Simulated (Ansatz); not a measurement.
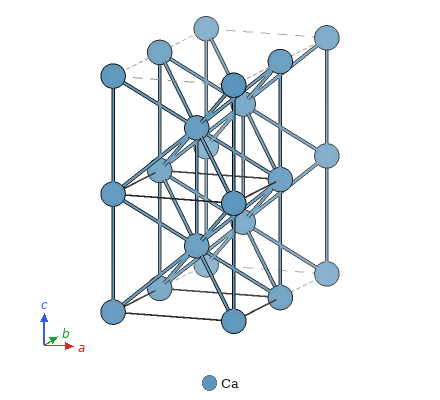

Ca (I4/mmm, No. 139): the end point of a relaxation with Ansatz, DFT PBE, scalar-relativistic, plane waves, PAW; the starting structure was generated, so it need not be a known form of this composition.

```cif
data_structure
_symmetry_space_group_name_H-M 'I4/mmm'
_symmetry_Int_Tables_number 139
_cell_length_a 4.4885
_cell_length_b 4.4885
_cell_length_c 4.1776
_cell_angle_alpha 90.000
_cell_angle_beta 90.000
_cell_angle_gamma 90.000
_cell_volume 84.17
loop_
_atom_site_label
_atom_site_type_symbol
_atom_site_symmetry_multiplicity
_atom_site_Wyckoff_symbol
_atom_site_fract_x
_atom_site_fract_y
_atom_site_fract_z
_atom_site_occupancy
Ca1 Ca 2 a 0.00000 0.00000 0.00000 1
```

### What will an integrated-DPC-like image along [001] show? Simulated as the projected potential of neutral atoms (B = 0.5 Å²) blurred by a 1.30 Å probe, the thin-sample limit of integrated differential phase contrast. The display is stretched by a gamma of 0.65; percentages refer to the linear signal. Shot noise and the speckle of an amorphous layer were added.

The columns repeat on a square net with a repeat of 3.17 Å (plane group p4mm). All columns are alike (Ca). The shortest distance between visible columns is 3.17 Å in projection. Along the beam the structure repeats every 4.18 Å.

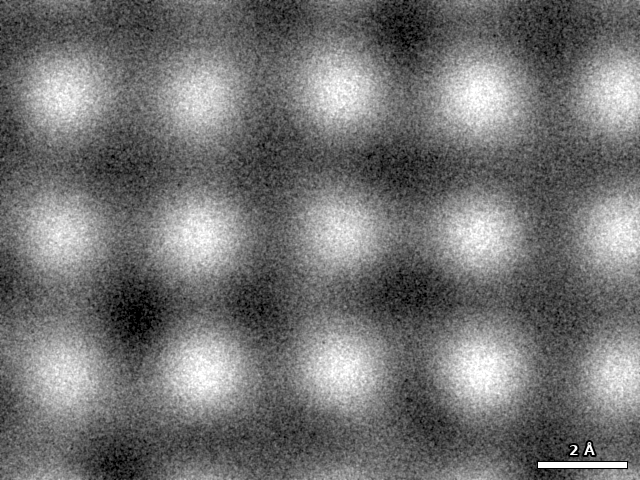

The simulated image.
